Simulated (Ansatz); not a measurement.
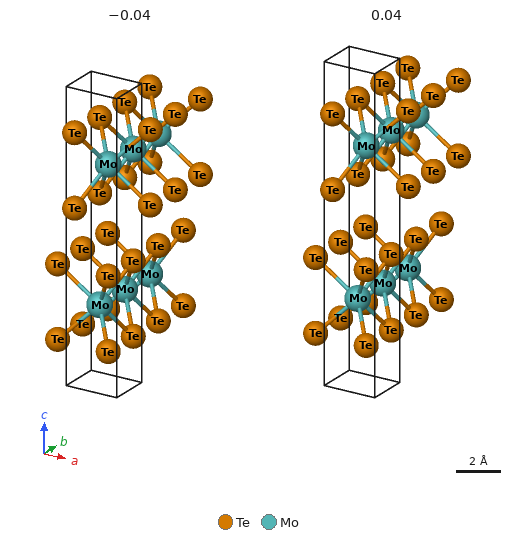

Solid Te₂Mo (set up in P6_3/mmc), under strain along c alone (the other axes held, atoms relaxed), with energies (extrapolated to zero smearing) counted from the relaxed crystal, which is the row at zero. The picture shows the first and the last member. The picture is a ball-and-stick view of the cell of the calculation, repeated 1 × 3 × 1 with one cell outlined, seen slightly off an axis.

Computed with Ansatz 0.2.0: DFT r2SCAN, scalar-relativistic, plane waves, PAW. (plane-wave cutoff 500 eV; k-point mesh 12 × 12 × 2; occupations gaussian; smearing width 0.02 eV; no spin polarisation; atoms relaxed in a fixed cell; force threshold 0.008 eV/Å)

| strain | energy (meV/atom) | a (Å) | c (Å) | band gap (eV) |
| --- | --- | --- | --- | --- |
| −0.04 | 3.73 | 3.563 | 14.143 | 0.86 |
| −0.02 | ? | ? | ? | ? |
| 0.0 | 0.00 | 3.563 | 14.732 | 1.05 |
| 0.02 | 0.54 | 3.563 | 15.027 | 1.07 |
| 0.04 | 1.90 | 3.563 | 15.321 | 1.08 |

### Estimate the missing row from the others, and compare with the calculation.

A parabola through three neighbouring rows (−0.04, 0.0, 0.02) gives, with Lagrange weights, (0.3333)(3.73) + (1.0000)(0.00) + (−0.3333)(0.54) = 1.06 meV/atom. The calculation gives 0.81 meV/atom (a = 3.563 Å, c = 14.437 Å). The estimate is 0.25 meV/atom too high. For the gap a parabola through the rows −0.04, 0.0, 0.02 gives 0.98 eV, and the calculation 0.96 eV (semilocal gaps, lower than measured ones as a rule). From the first member to the last: Mo–Te 2.723 → 2.728 Å.

The whole series:

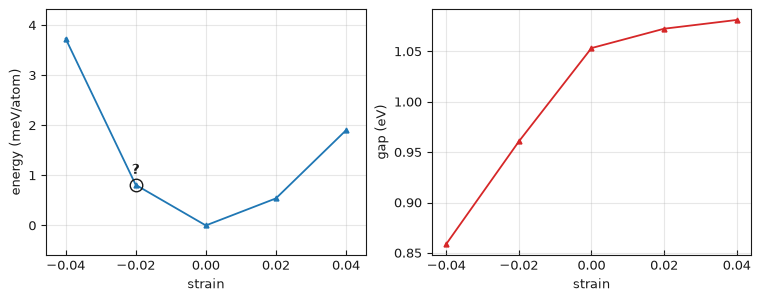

Limits of the set-up: layers or molecules are held without a dispersion correction, so their spacing is unreliable.
